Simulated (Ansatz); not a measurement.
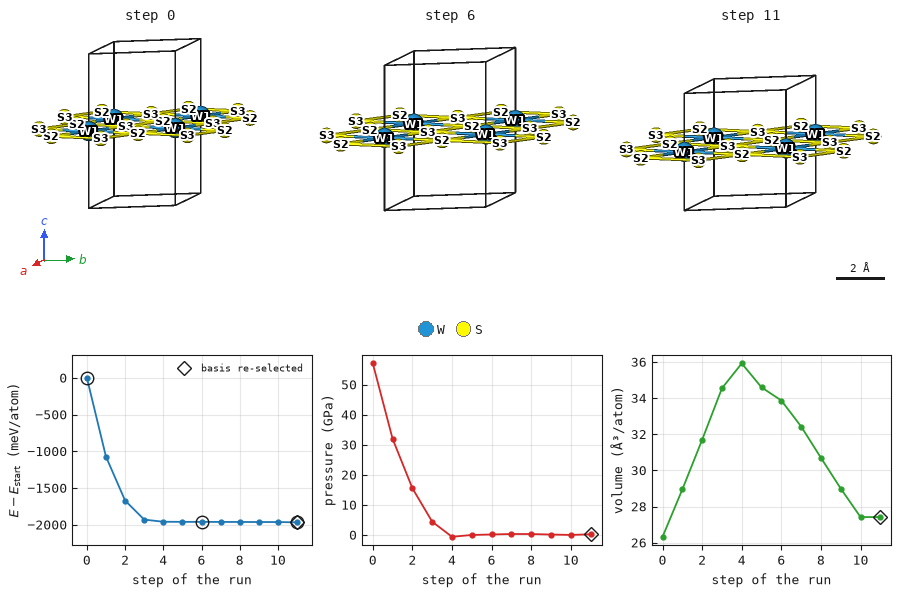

Frames of a relaxation of a crystal of WS$_{2}$ (a generated structure, set up in P6/mmm) (coarse preliminary run), marked on the history of the run. The picture is a ball-and-stick view of the cell of the calculation, seen slightly off an axis.

Method: Ansatz 0.2.0, DFT PBE, scalar-relativistic, plane waves, PAW. (plane-wave cutoff 420 eV; k-point mesh 6 × 6 × 4; occupations gaussian; smearing width 0.1 eV; collinear spin; cell and atoms relaxed; force threshold 0.04 eV/Å; at most 70 steps)

Describe the path.

Over 10 accepted moves (11 points after the start) the energy falls by 1968 meV per atom. All forces vanish by symmetry, so only the cell relaxes. The pressure goes from 57.05 to 0.21 GPa. The SCF was repeated once at an unchanged geometry on a basis and grid sized afresh for the cell, which shifted the energy by 4.1 meV per atom at most. The atoms keep their places relative to the cell (all moves are under 0.005 Å). Cell: a = b 3.735 → 4.377 Å (+17.2 %), c 6.537 → 4.958 Å (−24.2 %). Volume +4.1 %. Near-neighbour distances that change, for instance: W1–S2 2.156 → 2.527 Å, S2–S3 2.156 → 2.527 Å. The space group stays P6/mmm (No. 191). From step 0 to 6: volume +28.7 %, energy −1961 meV per atom. From step 6 to 11: volume −19.0 %, energy −6.4 meV per atom.

```json
{"step": "0", "E − E(0), meV/atom": "0.00", "pressure, GPa": "57.05", "volume, Å³/atom": "26.324", "note": ""}
{"step": "1", "E − E(0), meV/atom": "-1073.34", "pressure, GPa": "31.96", "volume, Å³/atom": "28.950", "note": ""}
{"step": "2", "E − E(0), meV/atom": "-1670.53", "pressure, GPa": "15.52", "volume, Å³/atom": "31.694", "note": ""}
{"step": "3", "E − E(0), meV/atom": "-1930.23", "pressure, GPa": "4.39", "volume, Å³/atom": "34.545", "note": ""}
{"step": "4", "E − E(0), meV/atom": "-1959.53", "pressure, GPa": "-0.62", "volume, Å³/atom": "35.921", "note": ""}
{"step": "5", "E − E(0), meV/atom": "-1960.88", "pressure, GPa": "-0.02", "volume, Å³/atom": "34.594", "note": ""}
{"step": "6", "E − E(0), meV/atom": "-1961.18", "pressure, GPa": "0.15", "volume, Å³/atom": "33.868", "note": ""}
{"step": "7", "E − E(0), meV/atom": "-1961.73", "pressure, GPa": "0.31", "volume, Å³/atom": "32.428", "note": ""}
{"step": "8", "E − E(0), meV/atom": "-1962.43", "pressure, GPa": "0.29", "volume, Å³/atom": "30.694", "note": ""}
{"step": "9", "E − E(0), meV/atom": "-1963.06", "pressure, GPa": "0.13", "volume, Å³/atom": "28.993", "note": ""}
{"step": "10", "E − E(0), meV/atom": "-1963.44", "pressure, GPa": "0.00", "volume, Å³/atom": "27.416", "note": ""}
{"step": "11", "E − E(0), meV/atom": "-1967.59", "pressure, GPa": "0.21", "volume, Å³/atom": "27.416", "note": "same geometry, new basis"}
```
